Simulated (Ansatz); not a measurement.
Input file:

```
crystal:
  lattice:
    - [3.8926748794, 0.0, 0.0]
    - [0.0, 5.5050736083, 0.0]
    - [0.0, 0.0, 26.6780246381]
  atoms:
    - { symbol: Ga, position: [0.5, 0.5, 0.2811302599] }
    - { symbol: P, position: [0.0, 0.75, 0.2811302599] }
    - { symbol: Ga, position: [0.0, 0.0, 0.3540868399] }
    - { symbol: P, position: [0.5, 0.25, 0.3540868399] }
    - { symbol: Ga, position: [0.5, 0.5, 0.42704342] }
    - { symbol: P, position: [0.0, 0.75, 0.42704342] }
    - { symbol: Ga, position: [0.0, 0.0, 0.5] }
    - { symbol: P, position: [0.5, 0.25, 0.5] }
    - { symbol: Ga, position: [0.5, 0.5, 0.57295658] }
    - { symbol: P, position: [0.0, 0.75, 0.57295658] }
    - { symbol: Ga, position: [0.0, 0.0, 0.6459131601] }
    - { symbol: P, position: [0.5, 0.25, 0.6459131601] }
    - { symbol: Ga, position: [0.5, 0.5, 0.7188697401] }
    - { symbol: P, position: [0.0, 0.75, 0.7188697401] }
basis:
  ecutwfc: 420
kpoints:
  mp_grid: { grid: [7, 5, 1] }
hamiltonian:
  xc: pbe
scf:
  occupations: { method: gaussian, width: 0.05 }
output:
  forces: true
  eigenvalues: true
  write_density: true
  write_potential: true
  elf: true
  volumetric_format: npy
relax:
  adjacent_minimum: "off"
  f_tol: 0.02
  max_steps: 60
efield:
  axis: 3
  dipole_correction: true
```

Run with:

```sh
ansatz run input.yaml --threads 1 --pin off --max-ram 2560MiB --backend cpu --events-out ev --progress --plain --runs-dir out
```

The fields are those of the relaxed geometry.

The calculation used DFT PBE, scalar-relativistic, plane waves, PAW in Ansatz 0.2.0.

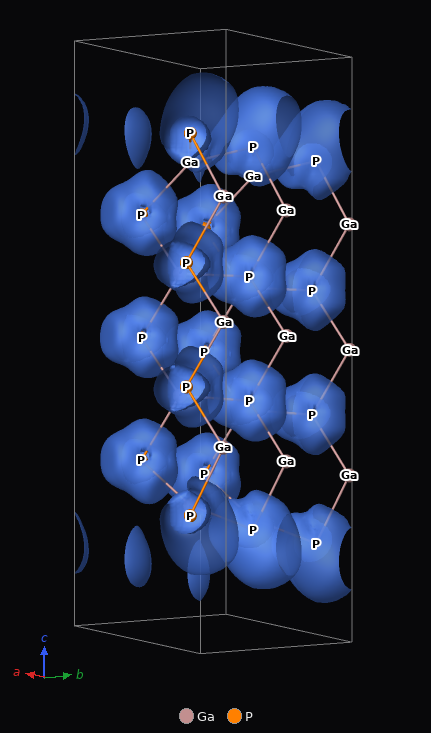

GaP (slab). Isosurface of the electron localisation function at 0.7 (blue), seen at an oblique angle. Core shells and regions of very low density are left out. Sticks mark near contacts.

> What do the ELF domains correspond to?

At this value the surface marks out seven regions on P in which the atom's valence shell and bonds are merged, counted in one cell of 14 atoms. Counts are for one cell; the picture repeats the cell along the surface. Along the contacts the grid gives the following. Ga–P (2.34 Å): the ELF peaks at about 0.85 in the valence shell of P, 0.9 Å from its nucleus, and is about 0.75 at the midpoint. Ga–P (2.38 Å): the ELF peaks at about 0.90 in the valence shell of P, 0.9 Å from its nucleus, and is about 0.75 at the midpoint.

> Does the calculation give a band gap?

It is gapped, with a Kohn–Sham gap of 1.2 eV on the k-point mesh, an upper bound to the gap of this method.
